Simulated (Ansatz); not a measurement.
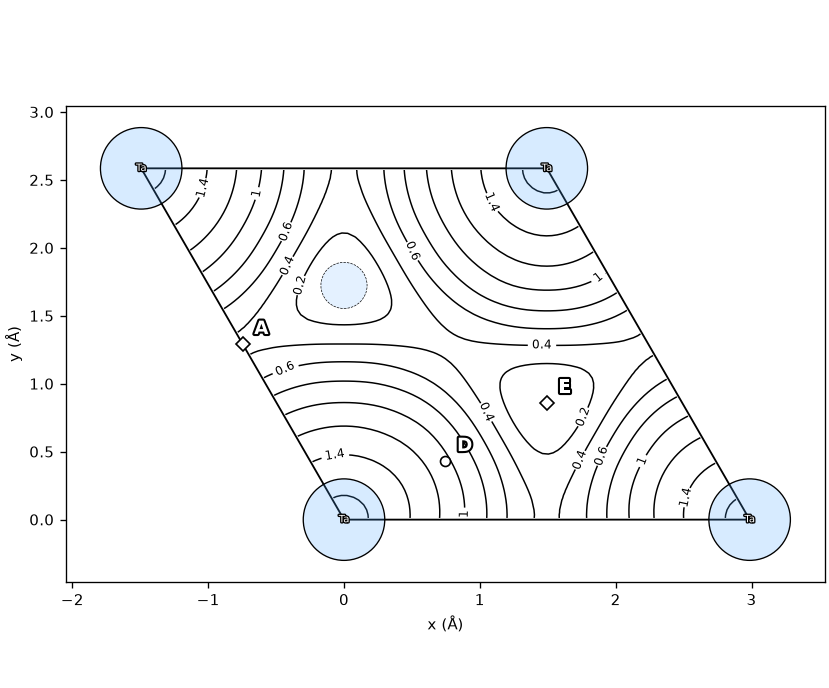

H on a Ta(111) slab cut from the Fm-3m phase, its upper half relaxed before the scan (3 atoms of substrate and one adsorbate in a 1 × 1 cell). H is moved over the surface cell; relaxed at each place: the height of the adsorbate's atoms; substrate rigid; the origin of the map has the adsorbate above Ta3. Places are given modulo a cell vector. The map is drawn in real space over the plane of the surface. Grid: 6 × 6 points; 10 points were computed and 26 follow by symmetry. Energies are in eV, from the lowest grid point. With one adsorbate in each 1 × 1 cell, its nearest image is 3.0 Å away, so neighbouring adsorbates interact. The calculation used DFT PBE, scalar-relativistic, plane waves, PAW in Ansatz 0.2.0. Settings: cutoff 420 eV, k-mesh 9×9×1, gaussian smearing 0.1 eV, no spin polarisation.

In the figure: contour lines labelled in eV, labelled circles for the atoms of the top layer and small ones for the second layer, the outline of one cell of the plane, lettered points. Between grid points the surface is interpolated.

**Is E the lowest point of the computed grid?**

Yes. E, at a threefold hollow over a third-layer Ta atom, (4/6, 2/6) of the cell vectors, has the lowest energy of the grid.

PAW datasets: the set soft_1.
